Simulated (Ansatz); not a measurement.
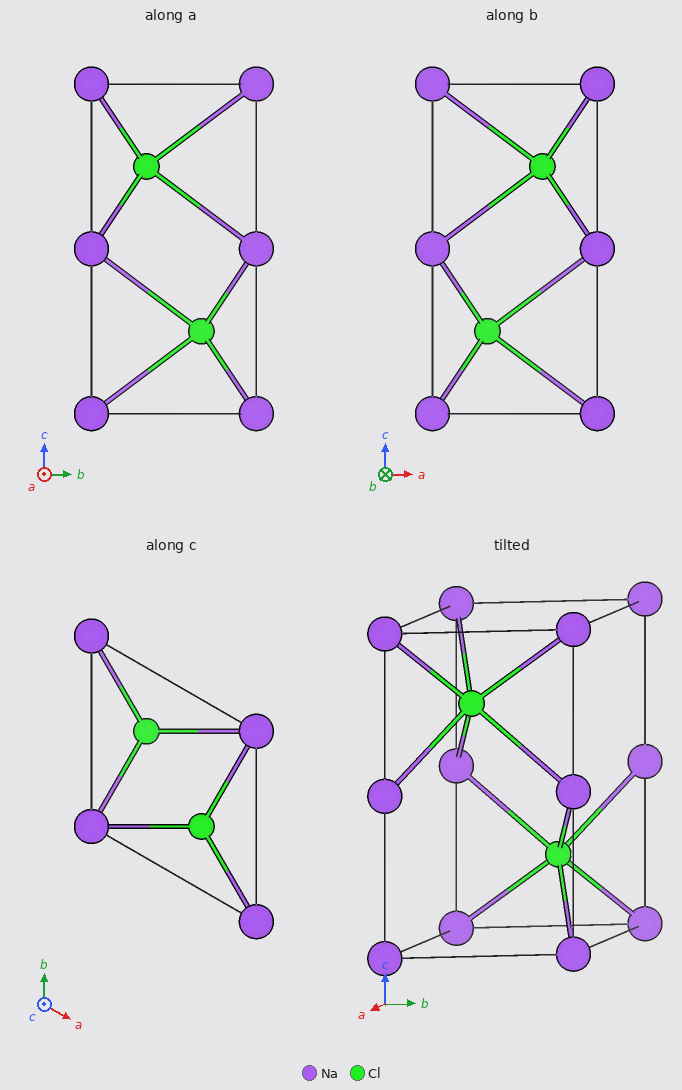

Structure drawing (ball-and-stick), viewed along the a axis, along the b axis, along the c axis and slightly off an axis. The frame is the conventional unit cell; atoms at its boundary are shown with their periodic copies.

Lattice parameters: a = 3.8923 Å, b = 3.8923 Å, c = 6.7368 Å, α = 90.000°, β = 90.000°, γ = 120.000°.

Transcribe the picture into a CIF with its space group and independent sites.

```cif
data_structure
_symmetry_space_group_name_H-M 'P 63/m m c'
_symmetry_Int_Tables_number 194
_cell_length_a 3.8923
_cell_length_b 3.8923
_cell_length_c 6.7368
_cell_angle_alpha 90.000
_cell_angle_beta 90.000
_cell_angle_gamma 120.000
_cell_volume 88.39
loop_
_atom_site_label
_atom_site_type_symbol
_atom_site_symmetry_multiplicity
_atom_site_Wyckoff_symbol
_atom_site_fract_x
_atom_site_fract_y
_atom_site_fract_z
_atom_site_occupancy
Na1 Na 2 a 0.0000 0.0000 0.0000 1
Cl1 Cl 2 c 0.3333 0.6667 0.2500 1
```

Its origin is a structure type filled with these elements by a generator (whether the compound takes this form wasn't checked). The picture shows the end point of a geometry optimisation with DFT, r2SCAN, plane waves, PAW in Ansatz.
